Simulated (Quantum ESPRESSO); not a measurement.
# ZnSe (Stilleite): the optical phonon under strain

How far does biaxial strain in the (001) plane shift the zone-centre optical mode of ZnSe (Stilleite)?

Method: DFT LDA, scalar-relativistic, plane waves, JTH PAW pseudopotentials, in Quantum ESPRESSO 7.5.

## (1) Set-up

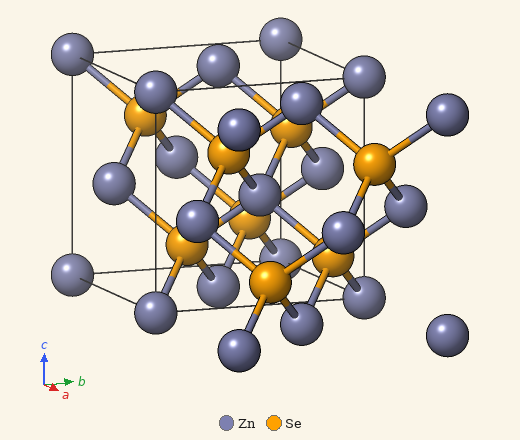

Start, viewed slightly off an axis; zinc blue, selenium orange. 2×1×1 cells are drawn. This picture shows the conventional cell, with its axes. Bonds to atoms that aren't drawn are left out. Some periodic images of atoms are drawn too.

Structure file:

```cif
data_structure
_symmetry_space_group_name_H-M 'P 1'
_symmetry_Int_Tables_number 1
_cell_length_a 3.9366
_cell_length_b 3.9366
_cell_length_c 3.9366
_cell_angle_alpha 60.000
_cell_angle_beta 60.000
_cell_angle_gamma 60.000
_cell_volume 43.14
loop_
_atom_site_label
_atom_site_type_symbol
_atom_site_fract_x
_atom_site_fract_y
_atom_site_fract_z
_atom_site_occupancy
Zn1 Zn 0.00000 0.00000 0.00000 1
Se2 Se 0.25000 0.25000 0.25000 1
```

This is the cell after its relaxation at this level of theory, not the database cell from which that began.

## (2) Uniaxial strain

The relaxed cell is stretched along z alone. This keeps all atoms on sites fixed by symmetry and splits the threefold mode into a singlet, polarised along z, and a doublet. The macroscopic field is left out, so these are transverse modes. Cutoff 60 Ry, k mesh 8×8×8.

From the response at ε_zz = 0.01:

What it wrote:

```text
[banners, grids, parts of the stress and lines that vanish by symmetry left out]
Program PHONON v.7.5
     Reading xml data from directory:

[...]
Exchange-correlation= PW
                           (   1   4   0   0   0   0   0)
[...]
kinetic-energy cut-off    =      60.0000  Ry
     charge density cut-off    =     480.0000  Ry
     convergence threshold     =      1.0E-18
[...]
Exchange-correlation= PW
                           (   1   4   0   0   0   0   0)
[...]
q = (   0.0000000   0.0000000   0.0000000 )
      9 Sym.Ops. (with q -> -q+G )
     G cutoff =  679.6256  (  52053 G-vectors)     FFT grid: ( 54, 54, 54)
     G cutoff =  339.8128  (  18407 G-vectors)  smooth grid: ( 40, 40, 40)
     number of k points=    59
[...]
Mode symmetry, D_2d (-42m) point group:
[...]
Representation #   1 mode #   1
[...]
End of self-consistent calculation
     Convergence has been achieved
     Representation #   2 mode #   2
[...]
End of self-consistent calculation
     Convergence has been achieved
     Representation #   3 modes #   3   4
[...]
End of self-consistent calculation
     Convergence has been achieved
     Representation #   4 modes #   5   6
[...]
End of self-consistent calculation
     Convergence has been achieved
[...]
q = (    0.000000000   0.000000000   0.000000000 )
[...]
freq (    1) =      -0.127217 [THz] =      -4.243503 [cm-1]
     freq (    2) =      -0.123941 [THz] =      -4.134234 [cm-1]
     freq (    3) =      -0.123941 [THz] =      -4.134234 [cm-1]
     freq (    4) =       6.442627 [THz] =     214.902916 [cm-1]
     freq (    5) =       6.442627 [THz] =     214.902916 [cm-1]
     freq (    6) =       6.465497 [THz] =     215.665753 [cm-1]
[...]
Mode symmetry, D_2d (-42m) point group:
     freq (   1-   1) =         -4.2  [cm-1]   --> B_2  X_3  W_2   I+R
     freq (   2-   3) =         -4.1  [cm-1]   --> E    X_5  W_3   I+R
     freq (   4-   5) =        214.9  [cm-1]   --> E    X_5  W_3   I+R
     freq (   6-   6) =        215.7  [cm-1]   --> B_2  X_3  W_2   I+R

   JOB DONE.
```

```csv
ε_zz,singlet (cm⁻¹),doublet (cm⁻¹),σ_zz (GPa),σ_xx (GPa)
-0.01,222.12,223.05,-0.951,-0.572
-0.005,220.53,220.98,-0.450,-0.258
0,218.91,218.91,0.046,0.046
0.005,217.30,216.90,0.533,0.337
0.01,215.67,214.90,1.014,0.617
```

Stress is counted positive in tension.

## (3) The fit

To first order ω² − ω₀² = p ε_zz + q (ε_xx + ε_yy) for the mode along z, and likewise for x and y. With ε_zz alone the singlet gives p and the doublet q.

The linear terms of parabolas through ω² are p = -2.95 ω₀² and q = -3.72 ω₀², with ω₀ = 218.9 cm⁻¹. Those of the stresses are C11 = 98 GPa and C12 = 59 GPa. Under hydrostatic strain p and q imply γ = −(p + 2q)/(6 ω₀²) = 1.73.

A layer held to an in-plane strain ε and free along z takes ε_zz = −2 (C12/C11) ε = -1.210 ε. To first order the singlet then shifts by (q − p C12/C11) ε / ω₀ = -425 ε cm⁻¹. For ε = 0.004, ε_zz = -0.00484, the formulas for ω² predict 217.20 cm⁻¹ for the singlet and 217.96 cm⁻¹ for the doublet.

## (4) A biaxially strained cell

This run was no part of the fit.

What it wrote:

```text
[banners, grids, parts of the stress and lines that vanish by symmetry left out]
[banner, memory and clock lines left out]
Program PHONON v.7.5

[...]
Exchange-correlation= PW
                           (   1   4   0   0   0   0   0)
[...]
kinetic-energy cut-off    =      60.0000  Ry
     charge density cut-off    =     480.0000  Ry
     convergence threshold     =      1.0E-18
[...]
Exchange-correlation= PW
                           (   1   4   0   0   0   0   0)
[...]
q = (   0.0000000   0.0000000   0.0000000 )
      9 Sym.Ops. (with q -> -q+G )
     G cutoff =  672.3113  (  51729 G-vectors)     FFT grid: ( 54, 54, 54)
     G cutoff =  336.1557  (  18345 G-vectors)  smooth grid: ( 40, 40, 40)
     number of k points=    59
[...]
Mode symmetry, D_2d (-42m) point group:
[...]
Representation #   1 mode #   1
[...]
End of self-consistent calculation
     Convergence has been achieved
     Representation #   2 mode #   2
[...]
End of self-consistent calculation
     Convergence has been achieved
     Representation #   3 modes #   3   4
[...]
End of self-consistent calculation
     Convergence has been achieved
     Representation #   4 modes #   5   6
[...]
End of self-consistent calculation
     Convergence has been achieved
[...]
q = (    0.000000000   0.000000000   0.000000000 )
[...]
freq (    1) =      -0.120244 [THz] =      -4.010922 [cm-1]
     freq (    2) =      -0.115766 [THz] =      -3.861553 [cm-1]
     freq (    3) =      -0.115766 [THz] =      -3.861553 [cm-1]
     freq (    4) =       6.512219 [THz] =     217.224257 [cm-1]
     freq (    5) =       6.533945 [THz] =     217.948942 [cm-1]
     freq (    6) =       6.533945 [THz] =     217.948942 [cm-1]
[...]
Mode symmetry, D_2d (-42m) point group:
     freq (   1-   1) =         -4.0  [cm-1]   --> B_2  X_3  W_2   I+R
     freq (   2-   3) =         -3.9  [cm-1]   --> E    X_5  W_3   I+R
     freq (   4-   4) =        217.2  [cm-1]   --> B_2  X_3  W_2   I+R
     freq (   5-   6) =        217.9  [cm-1]   --> E    X_5  W_3   I+R
```

```csv
mode,predicted (cm⁻¹),run (cm⁻¹)
singlet,217.20,217.22
doublet,217.96,217.95
```

The stress along z is 0.047 GPa and that in the plane 0.385 GPa; the unstrained cell carries 0.046 GPa.

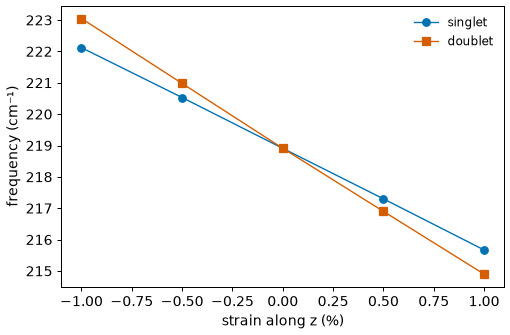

The two components under uniaxial strain.

## (5) Outcome

* p (in units of the squared frequency): -2.947
* q (same units): -3.725
* shift of the singlet per unit of biaxial strain: -425 cm⁻¹
* C11 and C12: 98 and 59 GPa

**Reading.** To first order, one per cent of tensile biaxial strain moves the singlet of ZnSe (Stilleite) by -4.3 cm⁻¹ and the doublet by -2.4 cm⁻¹; the formulas miss the test run by up to 0.02 cm⁻¹. In backscattering from (001) the mode polarised along z is the one seen in diamond and zinc-blende crystals; in a polar crystal it is the LO mode, whose potentials differ somewhat from these. The third potential, r, needs shear strain and a relaxation of the atoms, which was not run. These are harmonic values at zero temperature.

[Host names and launcher messages were left out of these logs when they were recorded.]

[Logs are printed without paths, hosts, clocks, repeated set-up lines and the standing remarks that a program may print on its own settings, such as how far it seeks lower states.]

[Hosts, paths, dates, database ids (printed as entryN), source tags and the programs' standing remarks are cut or masked in the printed files.]
